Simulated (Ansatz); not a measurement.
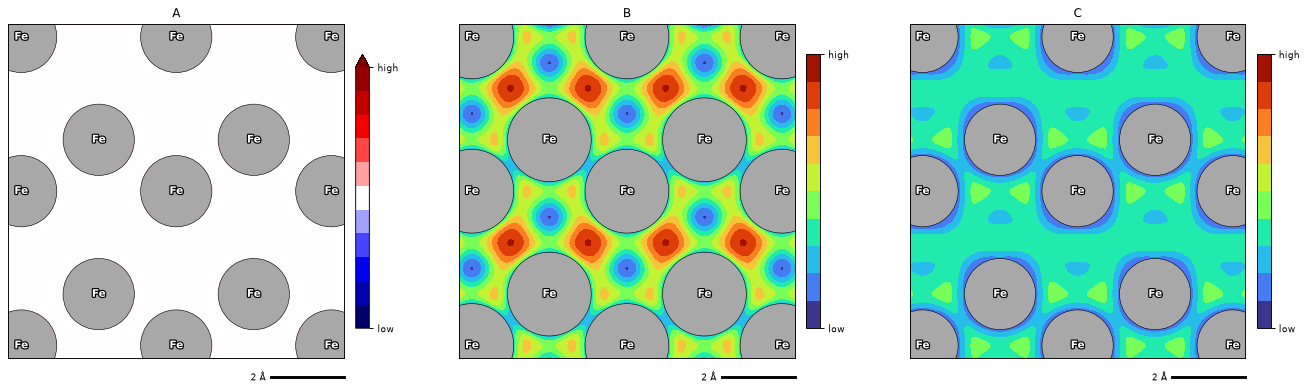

Fe: 3 fields on the (110) plane of the conventional cell, with unlabelled colour scales. Grey discs cover the atomic cores.

Space group P6₃/mmc; set up as Fe, hcp; a generated structure, not necessarily the stable one; changed on purpose from its base cell (volume × 0.88); computed pressure about 10 GPa in this cell; spin-polarised.

Method: DFT, RPBE, plane waves (420 eV) with PAW, scalar-relativistic in Ansatz 0.2.0.

```
Fe
1.0
     2.43839    0.00000    0.00000
    -1.21920    2.11171    0.00000
     0.00000    0.00000    4.24451
Fe
2
Direct
  0.33333 0.66667 0.25000
  0.66667 0.33333 0.75000
```

Q: Which field does each panel show? The fields are: electron localisation function, electrostatic potential energy of an electron and spin density.

A: Panel A: spin density (confined to the magnetic sites and close to zero elsewhere). Panel B: electrostatic potential energy of an electron (low next to the atoms, rising into the space between them). Panel C: electron localisation function. From the grid: Fe–Fe (2.55 Å): the ELF is about 0.25 at the midpoint (no localised pair shows between them).
